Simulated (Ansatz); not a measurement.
System: NiSb.

```
Ni Sb
1.0
     3.94000    0.00000    0.00000
    -1.97000    3.41214    0.00000
     0.00000    0.00000    5.14000
Ni Sb
2 2
Direct
  0.00000 0.00000 0.00000
  0.00000 0.00000 0.50000
  0.33333 0.66667 0.25000
  0.66667 0.33333 0.75000
```

Space group P6₃/mmc; started from the NiSb prototype; computed pressure about −3 GPa in this cell.

Level of theory: DFT PBEsol, spin-orbit coupling, plane waves, PAW in Ansatz.

What can the converged valence pseudo-density and electron localisation function tell about the bonding?

Ni–Ni (2.57 Å): the density is about 0.29 e/Å³ at the midpoint; the ELF is about 0.25 at the midpoint (no shared electron pair shows on this line).
Ni–Sb (2.61 Å): the density is about 0.37 e/Å³ at the midpoint; the ELF is about 0.45 at the midpoint.

Metal or insulator at this level of theory?

It is gapless in this calculation (a metal or semimetal).

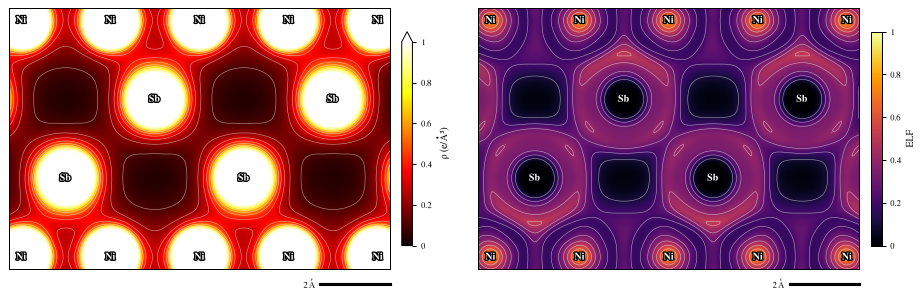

Computed valence pseudo-density and electron localisation function on the (110) plane of the conventional cell, in this order. 

Core electrons are frozen (PAW), and the valence fields are smoothed inside the atomic spheres.
